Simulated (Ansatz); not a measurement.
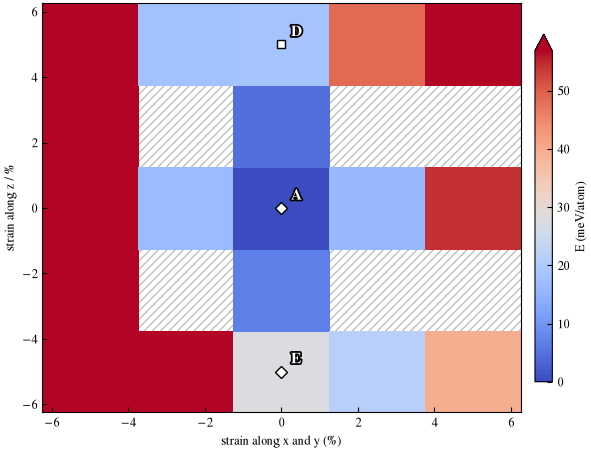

Ag (P6_3/mmc, No. 194; 2 atoms in the cell). The cell is strained homogeneously, by one strain along x and y and another along z, with fractional coordinates fixed (x along [1 0 0], z along [0 0 1] of the conventional cell). Coordinates scanned: (1) strain along x and y; (2) strain along z. The scan uses a 5 × 5 grid. At 6 points there is no value. Points are written as (first, second). All energies are given in meV/atom relative to the lowest grid point. The calculation used Ansatz 0.2.0, DFT r2SCAN, scalar-relativistic, plane waves, PAW. Settings: cutoff 500 eV, k-mesh 24×24×14 in the order of the run's cell vectors, gaussian smearing 0.15 eV, no spin polarisation.

The picture shows one coloured cell a grid point, one colour for all values above the top of the scale, hatched blanks where no value was computed, lettered points.

Question: Is A the lowest point of the computed grid?

Answer: Yes. A, at (0.0 %, 0.0 %), has the lowest energy of the grid.

Question: Rank the lettered points by energy, lowest first.

Answer: A (0 meV/atom), D (18 meV/atom), E (28 meV/atom).
